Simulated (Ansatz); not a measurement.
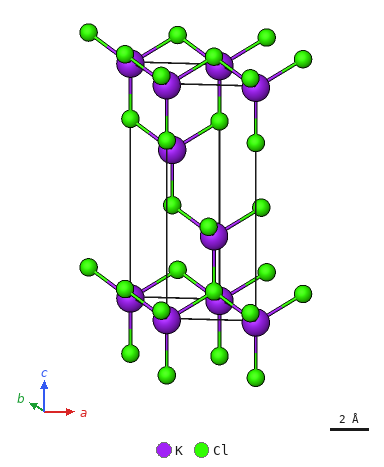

We look at a ball-and-stick model of the crystal slightly off an axis. The edges of the conventional unit cell are marked. A few atoms beyond the faces are included.

KCl, space group R3m (No. 160), a = 4.72 Å, b = 4.72 Å, c = 12.83 Å, α = 90.00°, β = 90.00°, γ = 120.00°.

Electronic-structure method: DFT, HSE06, plane waves, PAW (Ansatz). Parameters: an energy cutoff of 420 eV, k-points about 0.40 Å⁻¹ apart, no spin polarisation.

How large a gap does the method give, if there is one?

Answer. An insulator at this level, with a gap of 6.00 eV, indirect; the smallest direct gap is 6.05 eV.

What is the computed pressure?

Answer. The computed pressure is 0.6 GPa (compressed: it would expand).

Its origin is a structure type filled with these elements by a generator (whether the compound takes this form wasn't checked). The cell was then strained or its atoms displaced on purpose. It went into a calculation with Ansatz.
